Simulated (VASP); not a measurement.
# A series of single points on TaS2

System: TaS2 (P-3m1, 3 atoms in the cell).
Method: Kohn-Sham DFT of a periodic cell, PBEsol, VASP PAW PBE potentials, recommended, no spin polarisation (VASP 6.6.1).

The 7 runs differ only in the geometry, by an even scaling of the cell at fixed fractional positions. The structure derives from an entry of the Crystallography Open Database.

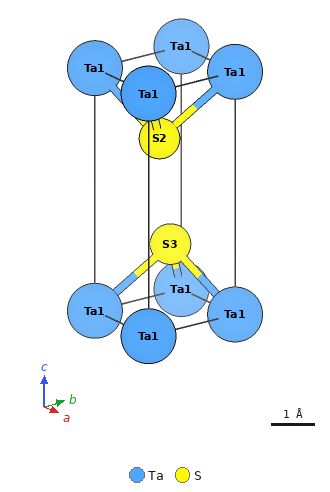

Figure 1. The structure of run 4 (ball-and-stick view of the cell of the calculation, seen slightly off an axis; atoms are numbered from 1 in the order of the input).

### INCAR of run 4
```
  PREC = Accurate
  ENCUT = 520
  EDIFF = 1E-7
  ISMEAR = -1
  SIGMA = 0.05
  LREAL = F
  LASPH = T
  NELM = 60
  ALGO = Normal
  ISIF = 2
  LWAVE = F
  LCHARG = F
  GGA = PS
  NBANDS = 18
```

### KPOINTS of run 4
```
Automatic mesh
0
Gamma
  9 9 5
```

### POSCAR of run 4
```
TaS2
1.0
    3.3500000000      0.0000000000      0.0000000000
   -1.6750000000      2.9011851027      0.0000000000
    0.0000000000      0.0000000000      5.8600000000
Ta S
1 2
Direct
    0.0000000000      0.0000000000      0.0000000000
    0.6666666667      0.3333333333      0.7500000000
    0.3333333333      0.6666666667      0.2500000000
```

Command:
```bash
cat potpaw_PBE.64/Ta_pv/POTCAR potpaw_PBE.64/S/POTCAR > POTCAR
mpirun -np 1 vasp_std > vasp.out
```

Run 5 differs from it as follows:
```diff
-    3.3500000000      0.0000000000      0.0000000000
-   -1.6750000000      2.9011851027      0.0000000000
-    0.0000000000      0.0000000000      5.8600000000
+    3.3721860770      0.0000000000      0.0000000000
+   -1.6860930385      2.9203988090      0.0000000000
+    0.0000000000      0.0000000000      5.8988090780
```

### Results, with one run withheld

```csv
run,volume per atom (Å³),"free energy per atom, from the lowest run given (meV)",pressure (GPa)
1,17.845,77.27,15.19
2,18.225,45.83,11.29
3,18.605,23.19,7.76
4,18.984,8.50,4.57
5,19.364,?,?
6,19.744,0.00,−0.91
7,20.123,4.88,−3.27
```

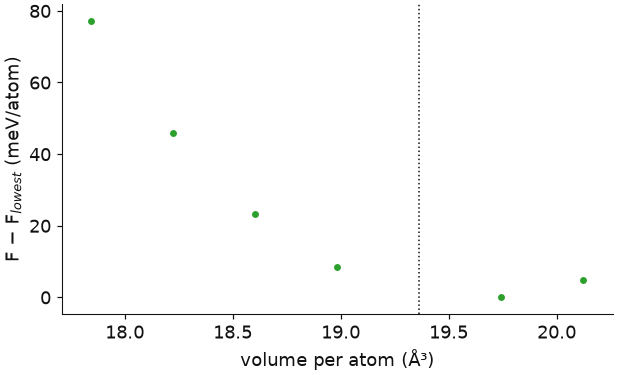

Figure 2. Free energy per atom of the runs given; the dotted line marks run 5.

Estimate the energy of run 5 from the others.

A cubic polynomial in V^(−2/3) (the Birch–Murnaghan form), fitted to the 6 runs given, misses them by at most 0.01 meV per atom. With x = V^(−2/3) − 0.14097 Å⁻², it reads F = 11.34 + 6737.7 x + 9.71e+05 x² + 2.8287e+05 x³ (meV per atom). At run 5 it gives 0.99 meV per atom, and the run itself gives 1.00. The slope of the fit gives a pressure −dF/dV of 1.75 GPa there, and the run prints 1.69 GPa. The two needn't agree exactly: the fit is approximate, and the printed stress is taken on a finite basis. The fit has its minimum at 19.614 Å³ per atom, where V d²F/dV² gives 133 GPa. Cell shape and fractional positions are held, so this is the stiffness under even scaling; the relaxed bulk modulus wasn't computed and can be far lower in a crystal of layers, chains or molecules like this one.

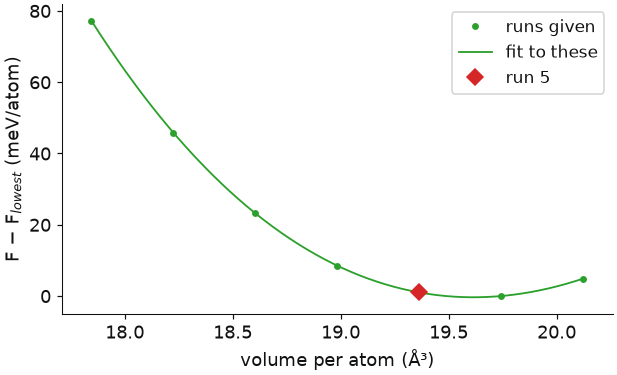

Figure 3. The fit and the withheld run.

### OSZICAR and lines of OUTCAR (run 5)
```
N       E                     dE             d eps       ncg     rms          rms(c)
DAV:   1     0.148380150356E+03    0.14838E+03   -0.11490E+04  1800   0.115E+03
DAV:   2    -0.194457450740E+02   -0.16783E+03   -0.16453E+03  2328   0.289E+02
DAV:   3    -0.259505491285E+02   -0.65048E+01   -0.64507E+01  2392   0.540E+01
DAV:   4    -0.260231056681E+02   -0.72557E-01   -0.72504E-01  2336   0.624E+00
DAV:   5    -0.260243101988E+02   -0.12045E-02   -0.12044E-02  2278   0.788E-01    0.202E+01
DAV:   6    -0.246617747361E+02    0.13625E+01   -0.51335E+00  2070   0.141E+01    0.102E+01
DAV:   7    -0.245483047424E+02    0.11347E+00   -0.61671E-01  1996   0.460E+00    0.425E+00
DAV:   8    -0.245353879927E+02    0.12917E-01   -0.12554E-01  2248   0.218E+00    0.103E+00
DAV:   9    -0.245326345921E+02    0.27534E-02   -0.68102E-03  2236   0.591E-01    0.462E-01
DAV:  10    -0.245323564643E+02    0.27813E-03   -0.27488E-03  2080   0.317E-01    0.895E-02
DAV:  11    -0.245323715642E+02   -0.15100E-04   -0.26917E-04  1910   0.952E-02    0.286E-02
DAV:  12    -0.245323823670E+02   -0.10803E-04   -0.20677E-05  2208   0.329E-02    0.134E-02
DAV:  13    -0.245323842692E+02   -0.19022E-05   -0.66420E-06  2150   0.168E-02    0.491E-03
DAV:  14    -0.245323843827E+02   -0.11348E-06   -0.76380E-07  2154   0.547E-03    0.187E-03
DAV:  15    -0.245323843736E+02    0.91288E-08   -0.10077E-07  1584   0.226E-03
   1 F= -.24532384E+02 E0= -.24524705E+02  d E =-.153585E-01
[... from OUTCAR:]
  free energy    TOTEN  =       -24.53238437 eV
  energy without entropy =      -24.51702585  energy(sigma->0) =      -24.52470511
 E-fermi :   5.3466     XC(G=0): -10.5994     alpha+bet :-11.1697
  free  energy   TOTEN  =       -24.5323843736 eV
  energy  without entropy=      -24.5170258547  energy(sigma->0) =      -24.52470511
```

Notes: Spin–orbit coupling is left out, which matters for Ta. The cell holds an odd number of electrons but the run has no spin polarisation, so it comes out as a metal.
